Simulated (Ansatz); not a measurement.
FeS₂: single-point calculation (part 2 of 3)

Continued. System: FeS₂ (Pnnm, 6 atoms in the cell). Method: DFT LDA+U, non-collinear, scalar-relativistic, plane waves, PAW, Ueff = 1 eV on Fe atom 1 d; Ueff = 1 eV on Fe atom 2 d (Ansatz 0.2.0); cutoff 420 eV, 4×4×6 k-mesh, Gaussian smearing of 0.05 eV, non-collinear spins. The structure derives from an entry of the Crystallography Open Database. It belongs to a series of runs on one base structure; here: canted directions free.

Geometry of the input (Å; fractional positions):
```
4.4446  0.0000  0.0000
0.0000  5.4246  0.0000
0.0000  0.0000  3.3864
Fe 0.0000  0.0000  0.0000
Fe 0.5000  0.5000  0.5000
S  0.2004  0.3787  0.0000
S  0.7996  0.6213  0.0000
S  0.7004  0.1213  0.5000
S  0.2996  0.8787  0.5000
```

## Output, continued
```
SCF iter   1: F=—  HF=-12318.558105 eV  |F-HF|=—  |Δ(HF+E_count)|=         —  Δρ=1.90e-1  dr2=1.69e1  dr2_m=1.11e1  ethr=3.10e-3  |M|=1.27e0 ∫|m|=4.02e0 μB  |m|>n=0.0e0 m-floor=0.0e0 τ_xc=5.6e-17  β_m=0.30  ⟨swp⟩=6.1  Hψ=13044  notcnv=0  defer=6
preconditioner: auto → Kerker (q_TF=auto, 2.562 Å⁻¹)  [metal: Δε(μ)=0.034 eV  Ē_g=7.740 eV  σ=0.050 eV  W_gap=0.36  n_scr=20 (ndim 8)  ℏωp=26.0 eV  f_vac=0.000  D(μ)=4.85/eV (n_scr^D=42)]
spin=Noncollinear: Kerker preconditioning applied to the charge; magnetization (m_x, m_y, m_z) channels mix plain (no charge-response kernel on spin).
SCF iter   2: F=—  HF=-12317.730421 eV  |F-HF|=—  |Δ(HF+E_count)|=   8.28e-1  Δρ=1.01e-1  dr2=2.50e0  dr2_m=3.24e0  ethr=3.10e-3  |M|=1.63e0 ∫|m|=4.75e0 μB  |m|>n=0.0e0 m-floor=0.0e0 τ_xc=3.3e-17  β_m=0.30  ⟨swp⟩=3.0  Hψ=7498  notcnv=0  defer=258
SCF iter   3: F=—  HF=-12317.682934 eV  |F-HF|=—  |Δ(HF+E_count)|=   4.75e-2  Δρ=1.05e-1  dr2=1.89e0  dr2_m=3.44e0  ethr=3.10e-3  |M|=1.20e0 ∫|m|=4.09e0 μB  |m|>n=0.0e0 m-floor=0.0e0 τ_xc=2.0e-17  β_m=0.30  ⟨swp⟩=2.4  Hψ=5518  notcnv=0  defer=235
SCF iter   4: F=—  HF=-12317.622546 eV  |F-HF|=—  |Δ(HF+E_count)|=   6.04e-2  Δρ=4.21e-2  dr2=1.74e0  dr2_m=5.63e-1  ethr=3.10e-3  |M|=1.53e0 ∫|m|=4.67e0 μB  |m|>n=0.0e0 m-floor=0.0e0 τ_xc=1.6e-17  β_m=0.30  ⟨swp⟩=3.6  Hψ=6251  notcnv=0  defer=232
SCF iter   5: F=—  HF=-12317.531973 eV  |F-HF|=—  |Δ(HF+E_count)|=   9.06e-2  Δρ=6.34e-2  dr2=7.97e-1  dr2_m=1.06e0  ethr=3.10e-3  |M|=1.22e0 ∫|m|=4.15e0 μB  |m|>n=0.0e0 m-floor=0.0e0 τ_xc=1.2e-17  β_m=0.30  ⟨swp⟩=2.1  Hψ=4443  notcnv=0  defer=228
SCF iter   6: F=—  HF=-12317.627867 eV  |F-HF|=—  |Δ(HF+E_count)|=   9.59e-2  Δρ=6.36e-2  dr2=1.48e-1  dr2_m=1.30e0  ethr=1.42e-3  |M|=8.99e-1 ∫|m|=3.70e0 μB  |m|>n=0.0e0 m-floor=0.0e0 τ_xc=1.0e-17  β_m=0.30  ⟨swp⟩=2.2  Hψ=4009  notcnv=0  defer=232
SCF iter   7: F=—  HF=-12317.719605 eV  |F-HF|=—  |Δ(HF+E_count)|=   9.17e-2  Δρ=5.74e-2  dr2=9.80e-2  dr2_m=1.11e0  ethr=2.64e-4  |M|=7.35e-1 ∫|m|=3.43e0 μB  |m|>n=0.0e0 m-floor=0.0e0 τ_xc=8.8e-18  β_m=0.30  ⟨swp⟩=2.2  Hψ=4440  notcnv=0  defer=246
SCF iter   8: F=—  HF=-12317.811423 eV  |F-HF|=—  |Δ(HF+E_count)|=   9.18e-2  Δρ=5.57e-2  dr2=1.13e-1  dr2_m=1.01e0  ethr=1.75e-4  |M|=5.59e-1 ∫|m|=3.16e0 μB  |m|>n=0.0e0 m-floor=0.0e0 τ_xc=7.5e-18  β_m=0.30  ⟨swp⟩=2.0  Hψ=4269  notcnv=0  defer=260
SCF iter   9: F=—  HF=-12317.887277 eV  |F-HF|=—  |Δ(HF+E_count)|=   7.59e-2  Δρ=5.16e-2  dr2=1.00e-1  dr2_m=8.41e-1  ethr=1.75e-4  |M|=4.31e-1 ∫|m|=2.93e0 μB  |m|>n=0.0e0 m-floor=0.0e0 τ_xc=6.5e-18  β_m=0.30  ⟨swp⟩=2.2  Hψ=4010  notcnv=0  defer=262
Mixer restart at iter 9: flushing history
SCF iter  10: F=—  HF=-12319.062983 eV  |F-HF|=—  |Δ(HF+E_count)|=         —  Δρ=5.99e-2  dr2=1.74e-1  dr2_m=1.14e0  ethr=1.75e-4  |M|=2.00e-1 ∫|m|=2.45e0 μB  |m|>n=0.0e0 m-floor=0.0e0 τ_xc=5.8e-18  β_m=0.30  ⟨swp⟩=2.6  Hψ=4610  notcnv=0  defer=265
SCF iter  11: F=—  HF=-12319.753896 eV  |F-HF|=—  |Δ(HF+E_count)|=   6.91e-1  Δρ=5.84e-2  dr2=3.54e-2  dr2_m=1.06e0  ethr=1.75e-4  |M|=1.03e-1 ∫|m|=2.11e0 μB  |m|>n=0.0e0 m-floor=0.0e0 τ_xc=4.7e-18  β_m=0.30  ⟨swp⟩=2.2  Hψ=5123  notcnv=0  defer=272
SCF iter  12: F=—  HF=-12320.164113 eV  |F-HF|=—  |Δ(HF+E_count)|=   4.10e-1  Δρ=5.47e-2  dr2=5.24e-2  dr2_m=9.04e-1  ethr=6.32e-5  |M|=5.51e-2 ∫|m|=1.80e0 μB  |m|>n=0.0e0 m-floor=0.0e0 τ_xc=3.8e-18  β_m=0.30  ⟨swp⟩=2.6  Hψ=4963  notcnv=0  defer=283
SCF iter  13: F=—  HF=-12320.414674 eV  |F-HF|=—  |Δ(HF+E_count)|=   2.51e-1  Δρ=4.78e-2  dr2=1.03e-1  dr2_m=6.82e-1  ethr=6.32e-5  |M|=3.54e-2 ∫|m|=1.58e0 μB  |m|>n=0.0e0 m-floor=0.0e0 τ_xc=3.0e-18  β_m=0.30  ⟨swp⟩=2.5  Hψ=6026  notcnv=0  defer=275
SCF iter  14: F=—  HF=-12320.560033 eV  |F-HF|=—  |Δ(HF+E_count)|=   1.45e-1  Δρ=4.35e-2  dr2=4.31e-3  dr2_m=5.48e-1  ethr=6.32e-5  |M|=2.01e-2 ∫|m|=1.35e0 μB  |m|>n=0.0e0 m-floor=0.0e0 τ_xc=2.4e-18  β_m=0.30  ⟨swp⟩=2.6  Hψ=5053  notcnv=0  defer=274
SCF iter  15: F=—  HF=-12320.668684 eV  |F-HF|=—  |Δ(HF+E_count)|=   1.09e-1  Δρ=3.92e-2  dr2=5.65e-2  dr2_m=4.38e-1  ethr=7.70e-6  |M|=1.12e-2 ∫|m|=1.15e0 μB  |m|>n=0.0e0 m-floor=0.0e0 τ_xc=2.0e-18  β_m=0.30  ⟨swp⟩=2.6  Hψ=6787  notcnv=0  defer=274
Mixer restart at iter 15: flushing history
spin-set hold released at iteration 15 (site moments' squared step at or under half its running peak, from the soft ceiling on): the magnetisation degrees of freedom join the quasi-Newton model from the next iteration; the mixer history was flushed
SCF iter  16: F=—  HF=-12320.733739 eV  |F-HF|=—  |Δ(HF+E_count)|=   6.51e-2  Δρ=3.42e-2  dr2=6.48e-3  dr2_m=3.29e-1  ethr=7.70e-6  |M|=6.98e-3 ∫|m|=9.92e-1 μB  |m|>n=0.0e0 m-floor=0.0e0 τ_xc=1.5e-18  β_m=0.65  ⟨swp⟩=2.2  Hψ=6888  notcnv=0  defer=280
SCF iter  17: F=—  HF=-12320.927851 eV  |F-HF|=—  |Δ(HF+E_count)|=   1.94e-1  Δρ=3.19e-2  dr2=7.60e-1  dr2_m=1.21e-1  ethr=7.70e-6  |M|=8.32e-4 ∫|m|=5.63e-1 μB  |m|>n=0.0e0 m-floor=0.0e0 τ_xc=6.2e-19  β_m=0.51  ⟨swp⟩=3.9  Hψ=8934  notcnv=0  defer=276
SCF iter  18: F=—  HF=-12320.889834 eV  |F-HF|=—  |Δ(HF+E_count)|=   3.80e-2  Δρ=6.66e-3  dr2=1.04e-2  dr2_m=1.18e-2  ethr=7.70e-6  |M|=5.46e-5 ∫|m|=1.70e-1 μB  |m|>n=0.0e0 m-floor=0.0e0 τ_xc=8.4e-20  β_m=0.68  ⟨swp⟩=3.1  Hψ=8724  notcnv=0  defer=278
SCF iter  19: F=—  HF=-12320.894996 eV  |F-HF|=—  |Δ(HF+E_count)|=   5.16e-3  Δρ=3.32e-3  dr2=9.49e-3  dr2_m=1.28e-4  ethr=7.70e-6  |M|=9.60e-5 ∫|m|=1.45e-2 μB  |m|>n=0.0e0 m-floor=0.0e0 τ_xc=2.6e-21  β_m=0.66  ⟨swp⟩=2.3  Hψ=6364  notcnv=0  defer=282
SCF iter  20: F=—  HF=-12320.895645 eV  |F-HF|=—  |Δ(HF+E_count)|=   6.49e-4  Δρ=4.61e-3  dr2=1.83e-2  dr2_m=5.99e-5  ethr=7.70e-6  |M|=5.12e-6 ∫|m|=9.05e-3 μB  |m|>n=0.0e0 m-floor=0.0e0 τ_xc=1.4e-21  β_m=0.49  ⟨swp⟩=2.1  Hψ=6261  notcnv=0  defer=282
SCF iter  21: F=—  HF=-12320.894642 eV  |F-HF|=—  |Δ(HF+E_count)|=   1.00e-3  Δρ=5.99e-4  dr2=2.81e-4  dr2_m=2.13e-5  ethr=7.70e-6  |M|=4.92e-7 ∫|m|=5.51e-3 μB  |m|>n=0.0e0 m-floor=0.0e0 τ_xc=3.3e-22  β_m=0.75  ⟨swp⟩=2.0  Hψ=4586  notcnv=0  defer=282
SCF iter  22: F=—  HF=-12320.894654 eV  |F-HF|=—  |Δ(HF+E_count)|=   1.27e-5  Δρ=9.82e-5  dr2=5.84e-6  dr2_m=8.34e-7  ethr=5.02e-7  |M|=6.48e-8 ∫|m|=1.21e-3 μB  |m|>n=0.0e0 m-floor=0.0e0 τ_xc=1.6e-23  β_m=0.80  ⟨swp⟩=2.0  Hψ=3863  notcnv=0  defer=282
SCF iter  23: F=—  HF=-12320.894654 eV  |F-HF|=—  |Δ(HF+E_count)|=   5.18e-7  Δρ=4.32e-5  dr2=1.36e-6  dr2_m=1.20e-7  ethr=1.04e-8  |M|=7.12e-8 ∫|m|=4.96e-4 μB  |m|>n=0.0e0 m-floor=0.0e0 τ_xc=1.3e-24  β_m=0.88  ⟨swp⟩=2.2  Hψ=5568  notcnv=0  defer=282
SCF iter  24: F=—  HF=-12320.894654 eV  |F-HF|=—  |Δ(HF+E_count)|=   1.02e-7  Δρ=2.18e-5  dr2=3.58e-7  dr2_m=1.83e-8  ethr=2.43e-9  |M|=7.13e-8 ∫|m|=1.74e-4 μB  |m|>n=0.0e0 m-floor=0.0e0 τ_xc=1.5e-25  β_m=0.94  ⟨swp⟩=1.8  Hψ=3614  notcnv=0  defer=282
iter 25 did not close the SCF: its close was put off for a magnetic moment that had not settled (scf_convergence_deferred on its scf_iter line)
SCF iter  25: F=-12320.894654 eV  HF=-12320.894654 eV  |F-HF|=1.90e-8  |Δ(HF+E_count)|=   7.97e-9  Δρ=5.21e-6  dr2=2.02e-8  dr2_m=7.47e-10  ethr=1.79e-10  |M|=1.70e-13 ∫|m|=3.37e-5 μB  |m|>n=0.0e0 m-floor=0.0e0 τ_xc=1.2e-27  β_m=0.97  ⟨swp⟩=12.4  Hψ=24846  notcnv=0
iter 26 did not close the SCF: its close was put off for a magnetic moment that had not settled (scf_convergence_deferred on its scf_iter line)
SCF iter  26: F=-12320.894654 eV  HF=-12320.894654 eV  |F-HF|=9.09e-10  |Δ(HF+E_count)|=   1.21e-9  Δρ=1.15e-6  dr2=9.91e-10  dr2_m=1.49e-10  ethr=3.61e-11  |M|=2.03e-15 ∫|m|=1.47e-5 μB  |m|>n=0.0e0 m-floor=0.0e0 τ_xc=2.9e-28  β_m=0.98  ⟨swp⟩=5.0  Hψ=18158  notcnv=0
SCF iter  27: F=-12320.894654 eV  HF=-12320.894654 eV  |F-HF|=5.42e-10  |Δ(HF+E_count)|=  8.00e-11  Δρ=8.76e-7  dr2=5.68e-10  dr2_m=2.06e-11  ethr=1.77e-12  |M|=2.30e-15 ∫|m|=5.27e-6 μB  |m|>n=0.0e0 m-floor=0.0e0 τ_xc=3.8e-29  ⟨swp⟩=4.1  Hψ=15500  notcnv=0
WARN: the starting moments were not kept: the SCF closed with an absolute magnetisation of 5.2e-6 μB, where they sum to 8 μB in size (2 sites). That is at most 0.1 of that sum. Measured as dr2_m measures the in/out step, that magnetisation stands 9.1e-12 eV from none, at or under the dr2_threshold of 1.0e-7 eV: it is no larger than a step whose dr2_m would equal this threshold. The system may hold no moment; this SCF shows only that its start led to no more than that. To try another start: raise the starting moments (crystal.atoms[].spin, magnetization.per_species, magnetization.initial_magnetization, or on a non-collinear deck that types none of these the spinor_matrix: blocks that start its atoms; where the total moment is fixed, keep their sum and leave initial_magnetization as it is; typed ones take the place of any that the run laid by itself, positive ones on a crystal's lanthanoids without a Hubbard term where scf.initial_density.shell_occupations: [] is typed) or, if the notice of its spin-set hold's release reads "site moments contracting" or "site moments show no strong build", lengthen the hold (scf.mixing.spin_hold: { on: { confirm: 4 } }; for m-r²SCAN on two components see the key's manual first). Each may lead to a state that holds a moment. A second SCF, from the converged charge density, with the starting moments and any scf.initial_density.shell_occupations laid on it anew, would have followed, and was not run: the deck does not ask for one (magnetization.retry_lost_moments is false, the default). To let it run, set magnetization.retry_lost_moments: true and run the deck again, where that key's refused combinations let it; where memory then withholds it, that run's warning says so.
WARN: hamiltonian.hubbard: on 2 of 2 specified blocks the occupation matrix of this SCF's result fails the test of the specified filling. At site 0 (sites count from 0 in the list of atoms of the cell that this SCF solves) the least filled combination of the orbitals specified full has occupation 0.480, and the fullest combination of the orbitals specified empty has occupation 0.925; the filling counts as kept where the first is at least 0.75 and exceeds the second by more than 0.25. The same holds at site 1. The state of this SCF's result may not hold the specified filling, though these bounds can also misjudge a state that does. This warning does not say which state is lower in energy, or whether the specified filling is a self-consistent state at all; see hamiltonian.hubbard.sites[].starting_ns, Limitations, and scf.initial_density.shell_occupations in the input reference
SCF 1 converged in 27 iterations: F = -12320.894654 eV  dr2 = 5.68e-10
  greatest PAW one-centre occupation: 1.001 electrons in one spin orbital (limit 2), on the Fe atom at site 0 (counted from 0), in its partial waves of l = 1
```

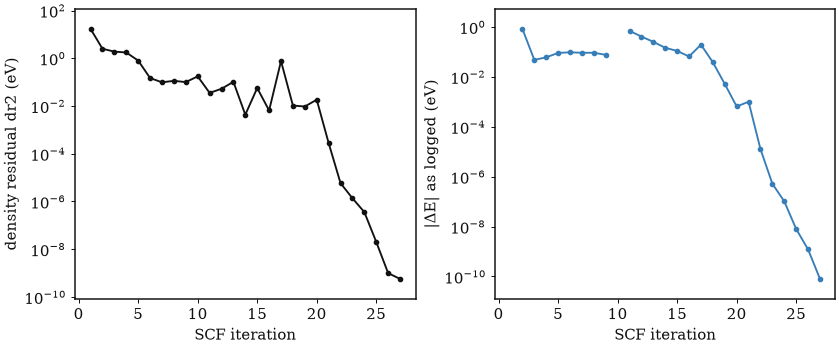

*Convergence of the self-consistent field: density residual dr2 and size of the energy change against the SCF iteration.*

The residual falls unevenly and jumps up by a factor of two or more 2 times on the way down.

```
SCF converged after 27 iterations
Magnetization: |M| = 0.0000 μB,  M = (-0.0000, +0.0000, +0.0000) μB
Absolute magnetization: 0.0000 μB (∫|m|, with the PAW one-centre terms)
  site 0: m = (-0.0000, -0.0000, -0.0000) μB, |m| = 0.0000 μB  (R = 0.92 Å)
  site 1: m = (-0.0000, +0.0000, -0.0000) μB, |m| = 0.0000 μB  (R = 0.92 Å)
  site 2: m = (+0.0000, -0.0000, +0.0000) μB, |m| = 0.0000 μB  (R = 0.91 Å)
  site 3: m = (+0.0000, -0.0000, +0.0000) μB, |m| = 0.0000 μB  (R = 0.91 Å)
  site 4: m = (+0.0000, +0.0000, +0.0000) μB, |m| = 0.0000 μB  (R = 0.91 Å)
  site 5: m = (+0.0000, +0.0000, +0.0000) μB, |m| = 0.0000 μB  (R = 0.91 Å)
Free energy (F): -12320.894654 eV
Harris-Foulkes:  -12320.894654 eV  (|F-HF|=5.42e-10)
Internal energy: -12320.894654 eV  (E = F + TS)
E sigma→0 (E₀):  -12320.894654 eV
Fermi energy:    12.552236 eV
--- Per-component energies (eV) ---
  E_band       = -499.393163
  E_kinetic    = 1147.554688
  E_local      = -6184.818144  (includes V_loc(G=0)·N_el)
  E_nonlocal   = 554.223775
  E_hartree    = 2631.412610
  E_xc         = -625.604859
  E_vxc        = -662.570833  (∫ρ·V_xc dr)
  E_hubbard    = 1.653317  (on-site DFT+U / exact-exchange correction)
  E_vhub       = -3.743998  (the Hubbard potential's part of the band-sum identity)
  E_paw        = -4882.496736  (= ΣΔE_a)
  E_vpaw       = -612.867836  (= ΣTr[D̂ρ^β])
  E_aug_tail   = 0.001639  (compensation charges beyond the density's cutoff)
  E_ewald      = -4964.236805
  E_core_change = 1.415861  (= ΣΔE_core)
  E_smearing   = -0.000000  (= −TS)
  E_closure    = 0.000000  (closes the sum)
  Σ components = -12320.894654   (vs F -12320.894654, Δ=0.00e0)
--- Hubbard shell moments (per corrected site; Tr N, ν in electrons; μ in μ_B) ---
  shell 0: Tr N=7.0506  μ_S=(-0.0000, -0.0000, -0.0000)  μ_L=(+0.0000, +0.0000, +0.0000)  μ=(-0.0000, -0.0000, -0.0000)  ν=0.0000 along (-0.828, +0.000, -0.561)
  shell 1: Tr N=7.0506  μ_S=(-0.0000, +0.0000, -0.0000)  μ_L=(-0.0000, +0.0000, -0.0000)  μ=(-0.0000, +0.0000, -0.0000)  ν=0.0000 along (-0.859, +0.000, -0.512)
--- Specified on-site occupations, and those of the state reported ---
  electrons in the specified blocks: 8.0000 specified, 14.1012 found
  site 0 (l=d): largest change of an orbital's occupation 0.9051; electrons 4.0000 specified, 7.0506 found; spectral distance 1.4675
  site 1 (l=d): largest change of an orbital's occupation 0.9051; electrons 4.0000 specified, 7.0506 found; spectral distance 1.4675
--- Forces (eV/Å), atoms counted from 1 ---
  atom   1  Fe     0.00000000     0.00000000     0.00000000
  atom   2  Fe     0.00000000     0.00000000     0.00000000
  atom   3  S      0.33822020    -0.19685534    -0.00000002
  atom   4  S     -0.33822020     0.19685534     0.00000002
  atom   5  S      0.33822040     0.19685437     0.00000001
  atom   6  S     -0.33822040    -0.19685437    -0.00000001
  max |Σ_I F_I| component: 0.00e0 eV/Å
--- Stress (GPa, compression-positive) ---
      -10.780987      -0.000002      -0.000001
       -0.000002     -11.657742      -0.000000
       -0.000001      -0.000000     -10.683801
  P = ⅓ Tr σ = -11.0408 GPa (-110.408 kbar)
--- Band table (eV; the first three rows and the last of 52) ---
  k-point 0: bands = ["-73.4517", "-73.4517", "-73.4515", "-73.4515", "-40.0332", "-40.0332", "-40.0323", "-40.0323", "-39.9224", "-39.9224", "-39.9221", "-39.9221", "-39.8813", "-39.8813", "-39.8804", "-39.8804", "-4.5480", "-4.5480", "-2.2865", "-2.2865", "-0.1739", "-0.1739", "0.5277", "0.5277", "4.5619", "4.5619", "6.1768", "6.1768", "6.4924", "6.4924", "7.1824", "7.1824", "8.0433", "8.0433", "8.1451", "8.1451", "8.5696", "8.5696", "8.7178", "8.7178", "8.8296", "8.8296", "10.5837", "10.5837", "10.6605", "10.6605", "10.9480", "10.9480", "11.0445", "11.0445", "11.2810", "11.2810", "11.3154", "11.3154", "11.5719", "11.5720", "13.4330", "13.4330", "13.6070", "13.6070", "14.9921", "14.9921", "15.3083", "15.3083", "15.5935", "15.5935", "15.8797", "15.8798"]
  k-point 1: bands = ["-73.4516", "-73.4516", "-73.4514", "-73.4514", "-40.0330", "-40.0330", "-40.0322", "-40.0321", "-39.9220", "-39.9220", "-39.9217", "-39.9217", "-39.8842", "-39.8842", "-39.8834", "-39.8834", "-4.3100", "-4.3100", "-2.2598", "-2.2598", "-0.0592", "-0.0592", "0.5536", "0.5536", "4.8311", "4.8311", "6.1757", "6.1757", "6.5374", "6.5374", "6.8462", "6.8462", "7.2582", "7.2582", "7.9981", "7.9981", "8.3907", "8.3907", "8.7160", "8.7160", "9.2184", "9.2184", "9.2408", "9.2408", "10.6788", "10.6788", "10.9955", "10.9955", "11.0991", "11.0991", "11.1721", "11.1721", "11.7767", "11.7767", "11.8390", "11.8390", "13.6982", "13.6982", "13.7203", "13.7203", "14.4478", "14.4478", "14.9637", "14.9637", "15.1637", "15.1637", "15.3299", "15.3299"]
```
